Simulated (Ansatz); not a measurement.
**Run report: Si$_{96}$C$_{96}$, single-point calculation (part 1 of 2)**

The run: single-point calculation of Si$_{96}$C$_{96}$ (P6₃mc, 192 atoms in the cell). Method and program: DFT, PBEsol, PAW, plane waves (Ansatz 0.2.0).

The structure was built on a prototype by a generator.

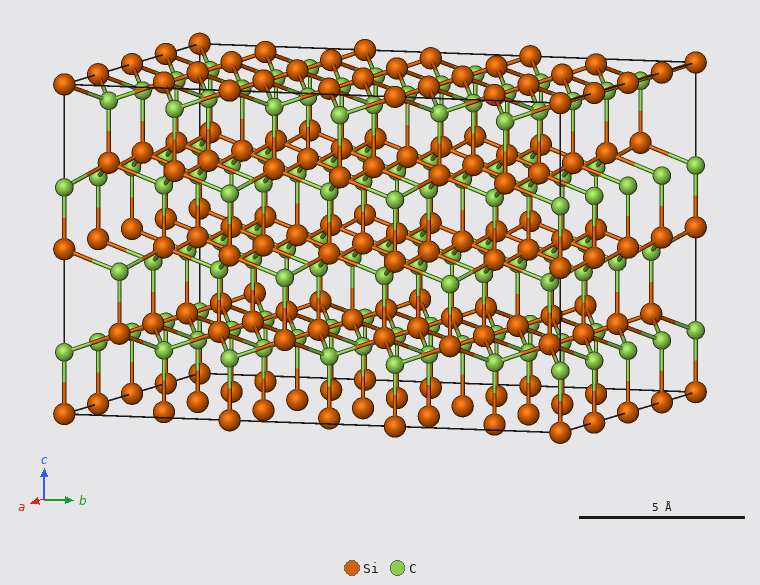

The structure as given in the input (ball-and-stick view of the cell of the calculation, seen slightly off an axis). Near neighbours in the crystal (not all of them lie inside the picture): Si has 4 C at 1.88 to 1.89 Å; C has 4 Si at 1.88 to 1.89 Å.

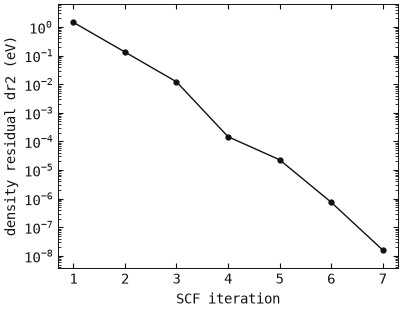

Convergence of the self-consistent field: density residual dr2 against the SCF iteration. The residual falls at every step.

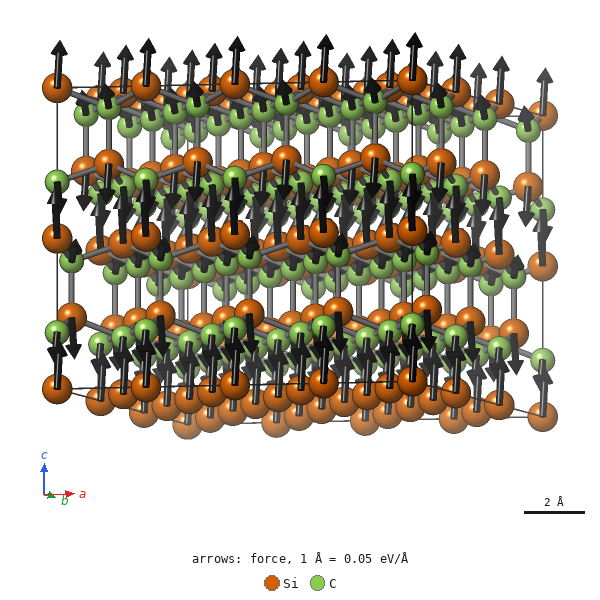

Forces on the atoms as black arrows (ball-and-stick view of the cell of the calculation, seen at an oblique angle). The largest act on Si1, Si2, Si3, Si4, Si5, Si6 and 42 more (0.08 eV/Å); Si25, Si26, Si27, Si28, Si29, Si30 and 42 more (0.07 eV/Å); C97, C98, C99, C100, C101, C102 and 42 more (0.06 eV/Å); C145, C146, C147, C148, C149, C150 and 42 more (0.05 eV/Å). Atoms are counted from 1 in the order of the input and aren't labelled in the picture. 

The input and output of the run follow.

**The input**
```yaml
crystal:
  lattice:
    - [12.312272, 0.000000, 0.000000]
    - [0.000000, 15.994110, 0.000000]
    - [0.000000, 0.000000, 10.075947]
  atoms:
    - { symbol: Si, position: [0.000000, 0.000000, 0.499840] }
    - { symbol: Si, position: [0.250000, 0.000000, 0.499840] }
    - { symbol: Si, position: [0.125000, 0.166667, 0.499840] }
    - { symbol: Si, position: [0.000000, 0.333333, 0.499840] }
    - { symbol: Si, position: [0.500000, 0.000000, 0.499840] }
    - { symbol: Si, position: [0.375000, 0.166667, 0.499840] }
    - { symbol: Si, position: [0.250000, 0.333333, 0.499840] }
    - { symbol: Si, position: [0.125000, 0.500000, 0.499840] }
    - { symbol: Si, position: [0.000000, 0.666667, 0.499840] }
    - { symbol: Si, position: [0.750000, 0.000000, 0.499840] }
    - { symbol: Si, position: [0.625000, 0.166667, 0.499840] }
    - { symbol: Si, position: [0.500000, 0.333333, 0.499840] }
    - { symbol: Si, position: [0.375000, 0.500000, 0.499840] }
    - { symbol: Si, position: [0.250000, 0.666667, 0.499840] }
    - { symbol: Si, position: [0.125000, 0.833333, 0.499840] }
    - { symbol: Si, position: [0.875000, 0.166667, 0.499840] }
    - { symbol: Si, position: [0.750000, 0.333333, 0.499840] }
    - { symbol: Si, position: [0.625000, 0.500000, 0.499840] }
    - { symbol: Si, position: [0.500000, 0.666667, 0.499840] }
    - { symbol: Si, position: [0.375000, 0.833333, 0.499840] }
    - { symbol: Si, position: [0.875000, 0.500000, 0.499840] }
    - { symbol: Si, position: [0.750000, 0.666667, 0.499840] }
    - { symbol: Si, position: [0.625000, 0.833333, 0.499840] }
    - { symbol: Si, position: [0.875000, 0.833333, 0.499840] }
    - { symbol: Si, position: [0.000000, 0.111111, 0.249912] }
    - { symbol: Si, position: [0.250000, 0.111111, 0.249912] }
    - { symbol: Si, position: [0.125000, 0.277778, 0.249912] }
    - { symbol: Si, position: [0.000000, 0.444444, 0.249912] }
    - { symbol: Si, position: [0.500000, 0.111111, 0.249912] }
    - { symbol: Si, position: [0.375000, 0.277778, 0.249912] }
    - { symbol: Si, position: [0.250000, 0.444444, 0.249912] }
    - { symbol: Si, position: [0.125000, 0.611111, 0.249912] }
    - { symbol: Si, position: [0.000000, 0.777778, 0.249912] }
    - { symbol: Si, position: [0.750000, 0.111111, 0.249912] }
    - { symbol: Si, position: [0.625000, 0.277778, 0.249912] }
    - { symbol: Si, position: [0.500000, 0.444444, 0.249912] }
    - { symbol: Si, position: [0.375000, 0.611111, 0.249912] }
    - { symbol: Si, position: [0.250000, 0.777778, 0.249912] }
    - { symbol: Si, position: [0.125000, 0.944444, 0.249912] }
    - { symbol: Si, position: [0.875000, 0.277778, 0.249912] }
    - { symbol: Si, position: [0.750000, 0.444444, 0.249912] }
    - { symbol: Si, position: [0.625000, 0.611111, 0.249912] }
    - { symbol: Si, position: [0.500000, 0.777778, 0.249912] }
    - { symbol: Si, position: [0.375000, 0.944444, 0.249912] }
    - { symbol: Si, position: [0.875000, 0.611111, 0.249912] }
    - { symbol: Si, position: [0.750000, 0.777778, 0.249912] }
    - { symbol: Si, position: [0.625000, 0.944444, 0.249912] }
    - { symbol: Si, position: [0.875000, 0.944444, 0.249912] }
    - { symbol: Si, position: [0.125000, 0.055556, 0.749912] }
    - { symbol: Si, position: [0.000000, 0.222222, 0.749912] }
    - { symbol: Si, position: [0.375000, 0.055556, 0.749912] }
    - { symbol: Si, position: [0.250000, 0.222222, 0.749912] }
    - { symbol: Si, position: [0.125000, 0.388889, 0.749912] }
    - { symbol: Si, position: [0.000000, 0.555556, 0.749912] }
    - { symbol: Si, position: [0.625000, 0.055556, 0.749912] }
    - { symbol: Si, position: [0.500000, 0.222222, 0.749912] }
    - { symbol: Si, position: [0.375000, 0.388889, 0.749912] }
    - { symbol: Si, position: [0.250000, 0.555556, 0.749912] }
    - { symbol: Si, position: [0.125000, 0.722222, 0.749912] }
    - { symbol: Si, position: [0.000000, 0.888889, 0.749912] }
    - { symbol: Si, position: [0.875000, 0.055556, 0.749912] }
    - { symbol: Si, position: [0.750000, 0.222222, 0.749912] }
    - { symbol: Si, position: [0.625000, 0.388889, 0.749912] }
    - { symbol: Si, position: [0.500000, 0.555556, 0.749912] }
    - { symbol: Si, position: [0.375000, 0.722222, 0.749912] }
    - { symbol: Si, position: [0.250000, 0.888889, 0.749912] }
    - { symbol: Si, position: [0.875000, 0.388889, 0.749912] }
    - { symbol: Si, position: [0.750000, 0.555556, 0.749912] }
    - { symbol: Si, position: [0.625000, 0.722222, 0.749912] }
    - { symbol: Si, position: [0.500000, 0.888889, 0.749912] }
    - { symbol: Si, position: [0.875000, 0.722222, 0.749912] }
    - { symbol: Si, position: [0.750000, 0.888889, 0.749912] }
    - { symbol: Si, position: [0.000000, 0.000000, 0.999840] }
    - { symbol: Si, position: [0.250000, 0.000000, 0.999840] }
    - { symbol: Si, position: [0.125000, 0.166667, 0.999840] }
    - { symbol: Si, position: [0.000000, 0.333333, 0.999840] }
    - { symbol: Si, position: [0.500000, 0.000000, 0.999840] }
    - { symbol: Si, position: [0.375000, 0.166667, 0.999840] }
    - { symbol: Si, position: [0.250000, 0.333333, 0.999840] }
    - { symbol: Si, position: [0.125000, 0.500000, 0.999840] }
    - { symbol: Si, position: [0.000000, 0.666667, 0.999840] }
    - { symbol: Si, position: [0.750000, 0.000000, 0.999840] }
    - { symbol: Si, position: [0.625000, 0.166667, 0.999840] }
    - { symbol: Si, position: [0.500000, 0.333333, 0.999840] }
    - { symbol: Si, position: [0.375000, 0.500000, 0.999840] }
    - { symbol: Si, position: [0.250000, 0.666667, 0.999840] }
    - { symbol: Si, position: [0.125000, 0.833333, 0.999840] }
    - { symbol: Si, position: [0.875000, 0.166667, 0.999840] }
    - { symbol: Si, position: [0.750000, 0.333333, 0.999840] }
    - { symbol: Si, position: [0.625000, 0.500000, 0.999840] }
    - { symbol: Si, position: [0.500000, 0.666667, 0.999840] }
    - { symbol: Si, position: [0.375000, 0.833333, 0.999840] }
    - { symbol: Si, position: [0.875000, 0.500000, 0.999840] }
    - { symbol: Si, position: [0.750000, 0.666667, 0.999840] }
    - { symbol: Si, position: [0.625000, 0.833333, 0.999840] }
    - { symbol: Si, position: [0.875000, 0.833333, 0.999840] }
    - { symbol: C, position: [0.000000, 0.000000, 0.187303] }
    - { symbol: C, position: [0.250000, 0.000000, 0.187303] }
    - { symbol: C, position: [0.125000, 0.166667, 0.187303] }
    - { symbol: C, position: [0.000000, 0.333333, 0.187303] }
    - { symbol: C, position: [0.500000, 0.000000, 0.187303] }
    - { symbol: C, position: [0.375000, 0.166667, 0.187303] }
    - { symbol: C, position: [0.250000, 0.333333, 0.187303] }
    - { symbol: C, position: [0.125000, 0.500000, 0.187303] }
    - { symbol: C, position: [0.000000, 0.666667, 0.187303] }
    - { symbol: C, position: [0.750000, 0.000000, 0.187303] }
    - { symbol: C, position: [0.625000, 0.166667, 0.187303] }
    - { symbol: C, position: [0.500000, 0.333333, 0.187303] }
    - { symbol: C, position: [0.375000, 0.500000, 0.187303] }
    - { symbol: C, position: [0.250000, 0.666667, 0.187303] }
    - { symbol: C, position: [0.125000, 0.833333, 0.187303] }
    - { symbol: C, position: [0.875000, 0.166667, 0.187303] }
    - { symbol: C, position: [0.750000, 0.333333, 0.187303] }
    - { symbol: C, position: [0.625000, 0.500000, 0.187303] }
    - { symbol: C, position: [0.500000, 0.666667, 0.187303] }
    - { symbol: C, position: [0.375000, 0.833333, 0.187303] }
    - { symbol: C, position: [0.875000, 0.500000, 0.187303] }
    - { symbol: C, position: [0.750000, 0.666667, 0.187303] }
    - { symbol: C, position: [0.625000, 0.833333, 0.187303] }
    - { symbol: C, position: [0.875000, 0.833333, 0.187303] }
    - { symbol: C, position: [0.000000, 0.000000, 0.687303] }
    - { symbol: C, position: [0.250000, 0.000000, 0.687303] }
    - { symbol: C, position: [0.125000, 0.166667, 0.687303] }
    - { symbol: C, position: [0.000000, 0.333333, 0.687303] }
    - { symbol: C, position: [0.500000, 0.000000, 0.687303] }
    - { symbol: C, position: [0.375000, 0.166667, 0.687303] }
    - { symbol: C, position: [0.250000, 0.333333, 0.687303] }
    - { symbol: C, position: [0.125000, 0.500000, 0.687303] }
    - { symbol: C, position: [0.000000, 0.666667, 0.687303] }
    - { symbol: C, position: [0.750000, 0.000000, 0.687303] }
    - { symbol: C, position: [0.625000, 0.166667, 0.687303] }
    - { symbol: C, position: [0.500000, 0.333333, 0.687303] }
    - { symbol: C, position: [0.375000, 0.500000, 0.687303] }
    - { symbol: C, position: [0.250000, 0.666667, 0.687303] }
    - { symbol: C, position: [0.125000, 0.833333, 0.687303] }
    - { symbol: C, position: [0.875000, 0.166667, 0.687303] }
    - { symbol: C, position: [0.750000, 0.333333, 0.687303] }
    - { symbol: C, position: [0.625000, 0.500000, 0.687303] }
    - { symbol: C, position: [0.500000, 0.666667, 0.687303] }
    - { symbol: C, position: [0.375000, 0.833333, 0.687303] }
    - { symbol: C, position: [0.875000, 0.500000, 0.687303] }
    - { symbol: C, position: [0.750000, 0.666667, 0.687303] }
    - { symbol: C, position: [0.625000, 0.833333, 0.687303] }
    - { symbol: C, position: [0.875000, 0.833333, 0.687303] }
    - { symbol: C, position: [0.000000, 0.111111, 0.437945] }
    - { symbol: C, position: [0.250000, 0.111111, 0.437945] }
    - { symbol: C, position: [0.125000, 0.277778, 0.437945] }
    - { symbol: C, position: [0.000000, 0.444444, 0.437945] }
    - { symbol: C, position: [0.500000, 0.111111, 0.437945] }
    - { symbol: C, position: [0.375000, 0.277778, 0.437945] }
    - { symbol: C, position: [0.250000, 0.444444, 0.437945] }
    - { symbol: C, position: [0.125000, 0.611111, 0.437945] }
    - { symbol: C, position: [0.000000, 0.777778, 0.437945] }
    - { symbol: C, position: [0.750000, 0.111111, 0.437945] }
    - { symbol: C, position: [0.625000, 0.277778, 0.437945] }
    - { symbol: C, position: [0.500000, 0.444444, 0.437945] }
    - { symbol: C, position: [0.375000, 0.611111, 0.437945] }
    - { symbol: C, position: [0.250000, 0.777778, 0.437945] }
    - { symbol: C, position: [0.125000, 0.944444, 0.437945] }
    - { symbol: C, position: [0.875000, 0.277778, 0.437945] }
    - { symbol: C, position: [0.750000, 0.444444, 0.437945] }
    - { symbol: C, position: [0.625000, 0.611111, 0.437945] }
    - { symbol: C, position: [0.500000, 0.777778, 0.437945] }
    - { symbol: C, position: [0.375000, 0.944444, 0.437945] }
    - { symbol: C, position: [0.875000, 0.611111, 0.437945] }
    - { symbol: C, position: [0.750000, 0.777778, 0.437945] }
    - { symbol: C, position: [0.625000, 0.944444, 0.437945] }
    - { symbol: C, position: [0.875000, 0.944444, 0.437945] }
    - { symbol: C, position: [0.125000, 0.055556, 0.937945] }
    - { symbol: C, position: [0.000000, 0.222222, 0.937945] }
    - { symbol: C, position: [0.375000, 0.055556, 0.937945] }
    - { symbol: C, position: [0.250000, 0.222222, 0.937945] }
    - { symbol: C, position: [0.125000, 0.388889, 0.937945] }
    - { symbol: C, position: [0.000000, 0.555556, 0.937945] }
    - { symbol: C, position: [0.625000, 0.055556, 0.937945] }
    - { symbol: C, position: [0.500000, 0.222222, 0.937945] }
    - { symbol: C, position: [0.375000, 0.388889, 0.937945] }
    - { symbol: C, position: [0.250000, 0.555556, 0.937945] }
    - { symbol: C, position: [0.125000, 0.722222, 0.937945] }
    - { symbol: C, position: [0.000000, 0.888889, 0.937945] }
    - { symbol: C, position: [0.875000, 0.055556, 0.937945] }
    - { symbol: C, position: [0.750000, 0.222222, 0.937945] }
    - { symbol: C, position: [0.625000, 0.388889, 0.937945] }
    - { symbol: C, position: [0.500000, 0.555556, 0.937945] }
    - { symbol: C, position: [0.375000, 0.722222, 0.937945] }
    - { symbol: C, position: [0.250000, 0.888889, 0.937945] }
    - { symbol: C, position: [0.875000, 0.388889, 0.937945] }
    - { symbol: C, position: [0.750000, 0.555556, 0.937945] }
    - { symbol: C, position: [0.625000, 0.722222, 0.937945] }
    - { symbol: C, position: [0.500000, 0.888889, 0.937945] }
    - { symbol: C, position: [0.875000, 0.722222, 0.937945] }
    - { symbol: C, position: [0.750000, 0.888889, 0.937945] }
kpoints:
  mp_grid: { grid: [1, 1, 1] }
hamiltonian:
  xc: pbesol
scf:
  occupations: { method: fermi_dirac, width: 0.01 }
output:
  forces: true
  eigenvalues: true
  stress: true
  populations: true
  eigenstates: { kpoints: [[0, 0, 0]], e_range: [-6.0, 6.0], localisation: true }
```

**Log**
```
Pseudopotentials: kind: paw
Functional definition: PBEsol
  exchange = pbesol_x
  correlation = pbesol_c
Crystal: 192 atoms, lattice volume = 1984.194 Å³
Basis set: ecut = 420 eV, 38873 PW (Γ), exchange–correlation on 180×216×144 points (8 copies of the dense FFT grid, shifted against one another)
Bands: 576, of which v1, the nominal top of the filled ones, is band 384 counted from 1 (383 counted from 0)
Symmetry: 96 space group operations
Space group: P63mc (ITA 186), of the structure as read, at distance tolerance 1.3e-4 Å
k-points: 1
Non-local potential: Si, projectors of the file, l = 0: 2, l = 1: 2, l = 2: 2
Non-local potential: C, projectors of the file, l = 0: 2, l = 1: 2, l = 2: 1
PAW form: soft (Blöchl's): semilocal exchange-correlation on the pseudo side does not see the compensation charge
PAW frozen core: Si, regenerated for the run's functional, and the local potential with it (the file was generated under x = pbe(κ = 0.804, μ = 0.2195149727645171), c = pbe(β = 0.06672455060314922))
PAW frozen core: C, regenerated for the run's functional, and the local potential with it (the file was generated under x = pbe(κ = 0.804, μ = 0.2195149727645171), c = pbe(β = 0.06672455060314922))
PAW one-centre angular grid: Si, 110 points (default); XC on 64 Gauss nodes
PAW one-centre angular grid: C, 110 points (default); XC on 64 Gauss nodes
Initial density: superposition of atomic densities (neutral atoms: chi_scale 0, normalization atom), corrected by the library's trained network
Initial wavefunctions: pseudopotential atomic-orbital guess
Functional: x = pbesol(κ = 0.804, μ = 0.12345679012345678), c = pbesol(β = 0.046)
SCF iter   1: F=—  HF=-83393.765488 eV  |F-HF|=—  |Δ(HF+E_count)|=         —  Δρ=7.82e-3  dr2=1.46e0  ethr=1.77e-3  ⟨swp⟩=6.0  Hψ=2642  notcnv=0  defer=56
preconditioner: auto → Resta (q_TF=auto, 2.329 Å⁻¹)  ε∞=4.8  [insulator: Δε(μ)=2.014 eV  Ē_g=11.822 eV  σ=0.010 eV  W_gap=1.00  n_scr=432 (ndim 8)  ℏωp=23.1 eV  f_vac=0.000  D(μ)=0.00/eV (n_scr^D=0)  ε∞_Penn≈4.8]
SCF iter   2: F=—  HF=-83393.349289 eV  |F-HF|=—  |Δ(HF+E_count)|=   4.16e-1  Δρ=2.40e-3  dr2=1.34e-1  ethr=1.91e-4  ⟨swp⟩=3.0  Hψ=1028  notcnv=0  defer=182
SCF iter   3: F=—  HF=-83393.319515 eV  |F-HF|=—  |Δ(HF+E_count)|=   2.98e-2  Δρ=8.22e-4  dr2=1.22e-2  ethr=1.74e-5  ⟨swp⟩=3.0  Hψ=780  notcnv=0  defer=186
SCF iter   4: F=—  HF=-83393.317946 eV  |F-HF|=—  |Δ(HF+E_count)|=   1.57e-3  Δρ=1.04e-4  dr2=1.47e-4  ethr=1.59e-6  ⟨swp⟩=3.0  Hψ=845  notcnv=0  defer=186
SCF iter   5: F=—  HF=-83393.321167 eV  |F-HF|=—  |Δ(HF+E_count)|=   3.22e-3  Δρ=3.49e-5  dr2=2.30e-5  ethr=1.91e-8  ⟨swp⟩=2.0  Hψ=774  notcnv=0  defer=186
SCF iter   6: F=—  HF=-83393.325814 eV  |F-HF|=—  |Δ(HF+E_count)|=   4.65e-3  Δρ=6.28e-6  dr2=7.55e-7  ethr=3.00e-9  ⟨swp⟩=2.0  Hψ=774  notcnv=0  defer=186
SCF iter   7: F=-83393.325814 eV  HF=-83393.325814 eV  |F-HF|=2.79e-9  |Δ(HF+E_count)|=   7.60e-8  Δρ=9.75e-7  dr2=1.61e-8  ethr=1.30e-11  ⟨swp⟩=15.0  Hψ=3241  notcnv=0
SCF 1 converged in 7 iterations: F = -83393.325814 eV  dr2 = 1.61e-8
  greatest PAW one-centre occupation: 0.642 electrons in one spin orbital (limit 2), on the C atom at site 191 (counted from 0), in its partial waves of l = 0
NSCF: frozen V_eff on 1 k-points
SCF converged after 7 iterations
Free energy (F): -83393.325814 eV
Harris-Foulkes:  -83393.325814 eV  (|F-HF|=2.79e-9)
Internal energy: -83393.325814 eV  (E = F + TS)
E sigma→0 (E₀):  -83393.325814 eV
Fermi energy:    10.568211 eV
--- Per-component energies (eV) ---
  E_band       = 2711.293307
  E_kinetic    = 13002.278687
  E_local      = -10006.887941  (includes V_loc(G=0)·N_el)
  E_nonlocal   = 4987.307799
  E_hartree    = 3052.595965
  E_xc         = -10045.473467
  E_vxc        = -10480.986747  (∫ρ·V_xc dr)
  E_paw        = -57058.576808  (= ΣΔE_a)
  E_vpaw       = -895.609109  (= ΣTr[D̂ρ^β])
  E_aug_tail   = 0.001255  (compensation charges beyond the density's cutoff)
  E_ewald      = -27329.626776
  E_core_change = 5.055472  (= ΣΔE_core)
  E_smearing   = -0.000000  (= −TS)
  E_closure    = -0.000000  (closes the sum)
  Σ components = -83393.325814   (vs F -83393.325814, Δ=0.00e0)
```
